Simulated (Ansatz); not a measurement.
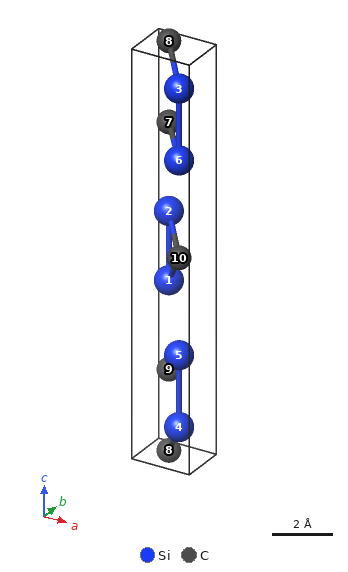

Solid Si₃C₂ (a generated structure, set up in P-6m2) (coarse preliminary run), before the relaxation. The picture is a ball-and-stick view of the cell of the calculation, seen slightly off an axis.

The calculation used DFT PBE, scalar-relativistic, plane waves, PAW (Ansatz).

Input
```yaml
crystal:
  lattice:
    - [2.9183508221, 0.0, 0.0]
    - [-1.459175411, 2.5273659491, 0.0]
    - [0.0, 0.0, 14.2558124523]
  atoms:
    - { symbol: Si, position: [0.3333333333, 0.6666666667, 0.4154437701] }
    - { symbol: Si, position: [0.3333333333, 0.6666666667, 0.5845562299] }
    - { symbol: Si, position: [0.6666666667, 0.3333333333, 0.9131075743] }
    - { symbol: Si, position: [0.6666666667, 0.3333333333, 0.0868924257] }
    - { symbol: Si, position: [0.6666666667, 0.3333333333, 0.2622365199] }
    - { symbol: Si, position: [0.6666666667, 0.3333333333, 0.7377634801] }
    - { symbol: C, position: [0.3333333333, 0.6666666667, 0.801821507] }
    - { symbol: C, position: [0.3333333333, 0.6666666667, 0.0] }
    - { symbol: C, position: [0.3333333333, 0.6666666667, 0.198178493] }
    - { symbol: C, position: [0.6666666667, 0.3333333333, 0.5] }
basis:
  ecutwfc: 420
kpoints:
  mp_grid: { grid: [6, 6, 2] }
hamiltonian:
  xc: pbe
scf:
  occupations: { method: gaussian, width: 0.1 }
  lower_state_search: "off"
output:
  forces: true
  stress: true
  eigenvalues: true
relax:
  adjacent_minimum: "off"
  f_tol: 0.04
  max_steps: 70
  cell: { stress_tol: 0.4 }
```

Command:
```bash
ansatz run input.yaml --threads 1 --pin off --max-ram 2560MiB --backend cpu --events-out ev --progress --plain --runs-dir out
```

Question: Where does the relaxation end?

Answer: Over 4 accepted moves (5 points after the start) the energy falls by 2.6 meV per atom. Largest force component: 0.14 eV/Å at the start, 0.0083 eV/Å at the end. The pressure goes from −0.35 to 0.02 GPa. The SCF was repeated once at an unchanged geometry on a basis and grid sized afresh for the cell, which shifted the energy by 0.1 meV per atom at most. The largest moves relative to the cell, 0.038 Å, are those of Si5 and Si6. Si5 goes along −c. Largest moves by element: Si 0.038 Å, C 0.007 Å. The drawn cell changes as follows: a = b 2.918 → 2.909 Å (−0.3 %), c 14.256 → 14.449 Å (+1.4 %); the volume changes by +0.7 %. Some distances before and after: Si5–C9 1.916 → 1.897 Å, Si3–Si6 2.500 → 2.519 Å, Si1–Si2 2.411 → 2.425 Å, Si3–Si4 2.477 → 2.466 Å. The space group stays P-6m2 (No. 187).

The structure at the end:

```
CELL_PARAMETERS angstrom
2.90857 0.00000 0.00000
-1.45428 2.51889 0.00000
0.00000 0.00000 14.44873
ATOMIC_POSITIONS crystal
Si 0.33333 0.66667 0.41607
Si 0.33333 0.66667 0.58393
Si 0.66667 0.33333 0.91468
Si 0.66667 0.33333 0.08532
Si 0.66667 0.33333 0.25964
Si 0.66667 0.33333 0.74036
C 0.33333 0.66667 0.80137
C 0.33333 0.66667 0.00000
C 0.33333 0.66667 0.19863
C 0.66667 0.33333 0.50000
```

The end point in the same view:

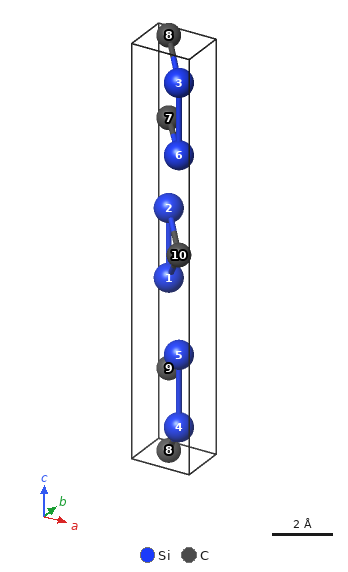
